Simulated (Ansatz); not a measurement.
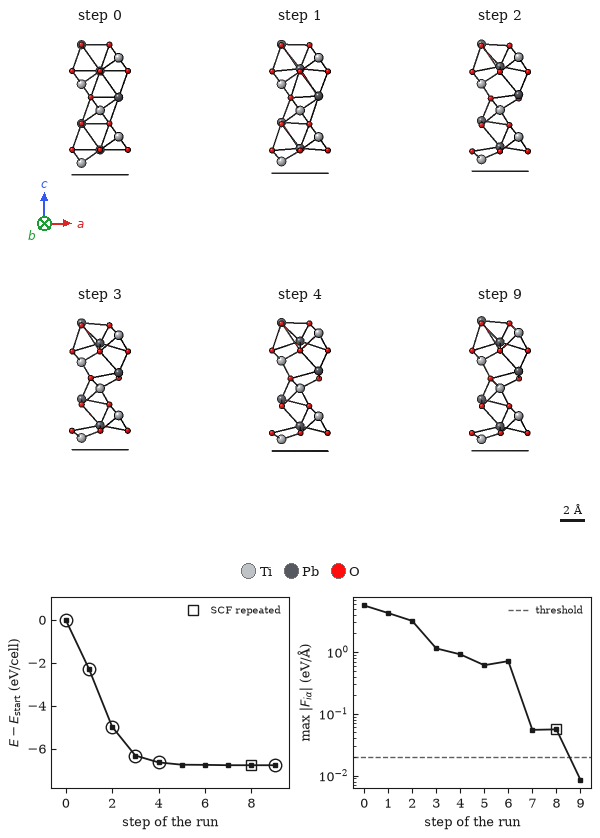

Frames of a relaxation of a slab of composition TiPbO3 (cut from the Pm-3m phase), marked on the history of the run. A ball-and-stick model of the cell of the calculation, outlined in the plane, without the vacuum (origin shifted), seen along the b axis.

The slab is the (1 1 1) face of TiPbO3.

Theory: DFT PBEsol, scalar-relativistic, plane waves, PAW (Ansatz 0.2.0). (plane-wave cutoff 420 eV; k-point mesh 6 × 6 × 1; occupations gaussian; smearing width 0.05 eV; no spin polarisation; dipole correction; atoms relaxed in a fixed cell; force threshold 0.02 eV/Å; at most 60 steps)

**What happens along the run?**

After 8 accepted moves (9 points after the start) the energy has fallen by 6.766 eV per cell of the calculation. Largest force component: 5.6 eV/Å at the start, 0.0086 eV/Å at the end. 1 step only repeated the SCF at the same geometry. The atom that moves furthest relative to the layer's centre is a Pb atom (0.68 Å along the normal (+c)). By element the largest moves are Pb 0.68 Å, O 0.36 Å, Ti 0.35 Å. The cell doesn't change. Some distances before and after: O–Pb 2.771 → 3.543 Å, O–Pb 2.771 → 3.419 Å, O–Pb 2.771 → 3.354 Å, O–Pb 2.771 → 2.277 Å. Bond angles that change, for instance: Ti–O–Ti 180.0° → 154.4°, O–Ti–O 90.0° → 111.0°, O–Ti–O 180.0° → 161.9°. From step 0 to 1: a Pb atom moves most (0.19 Å), energy −2.279 eV per cell of the calculation. From step 1 to 2: a Pb atom moves most (0.20 Å), energy −2.697 eV per cell of the calculation. From step 2 to 3: a Pb atom moves most (0.20 Å), energy −1.340 eV per cell of the calculation. From step 3 to 4: O atoms move most (0.19 Å), energy −0.318 eV per cell of the calculation. From step 4 to 9: a Pb atom moves most (0.16 Å), energy −0.132 eV per cell of the calculation.

```json
{"step": "0", "E − E(0), meV/atom": "0.00", "largest force component, eV/Å": "5.6478", "note": ""}
{"step": "1", "E − E(0), meV/atom": "-91.15", "largest force component, eV/Å": "4.2598", "note": ""}
{"step": "2", "E − E(0), meV/atom": "-199.02", "largest force component, eV/Å": "3.1816", "note": ""}
{"step": "3", "E − E(0), meV/atom": "-252.61", "largest force component, eV/Å": "1.1416", "note": ""}
{"step": "4", "E − E(0), meV/atom": "-265.34", "largest force component, eV/Å": "0.9141", "note": ""}
{"step": "5", "E − E(0), meV/atom": "-269.66", "largest force component, eV/Å": "0.6101", "note": ""}
{"step": "6", "E − E(0), meV/atom": "-269.94", "largest force component, eV/Å": "0.7096", "note": ""}
{"step": "7", "E − E(0), meV/atom": "-270.60", "largest force component, eV/Å": "0.0549", "note": ""}
{"step": "8", "E − E(0), meV/atom": "-270.61", "largest force component, eV/Å": "0.0559", "note": "same geometry, SCF repeated"}
{"step": "9", "E − E(0), meV/atom": "-270.63", "largest force component, eV/Å": "0.0086", "note": ""}
```
